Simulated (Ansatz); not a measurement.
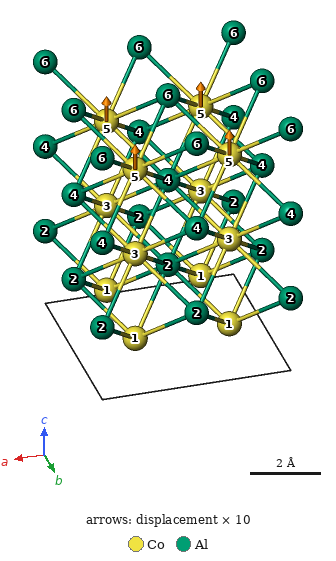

This is a constrained relaxation of a slab of composition AlCo (cut from the Pm-3m phase). The starting structure is drawn; orange arrows show the displacements, 10 times their true length.

The picture is a ball-and-stick view of the 2 × 2 repeat of the cell, outlined in the plane, without the vacuum, seen from a free direction.

Case: clean slab, lower half held. The slab is the (1 0 0) face of AlCo. 3 atoms are held fixed.

Computed with DFT PBEsol, scalar-relativistic, plane waves, PAW in Ansatz 0.2.0. Set-up: plane-wave cutoff 420 eV; k-point mesh 10 × 10 × 1; occupations gaussian; smearing width 0.1 eV; no spin polarisation; dipole correction; atoms relaxed in a fixed cell; force threshold 0.03 eV/Å; at most 70 steps.

Q: What happened in the run?

A: Over 3 geometry steps the energy falls by 27.6 meV per cell of the calculation. The largest force component goes from 0.65 to 0.0023 eV/Å. Co5 moves most: 0.084 Å along the normal (+c). Largest moves by element: Co 0.084 Å, Al 0.004 Å. The cell doesn't change. Some distances before and after: Co5–Al6 2.444 → 2.395 Å, Al4–Co5 2.444 → 2.493 Å. Among the angles between lasting bonds that change: Co5–Al6–Co5 109.5° → 112.9°.

Limits of the set-up: an element that often carries a moment was run without spin polarisation.
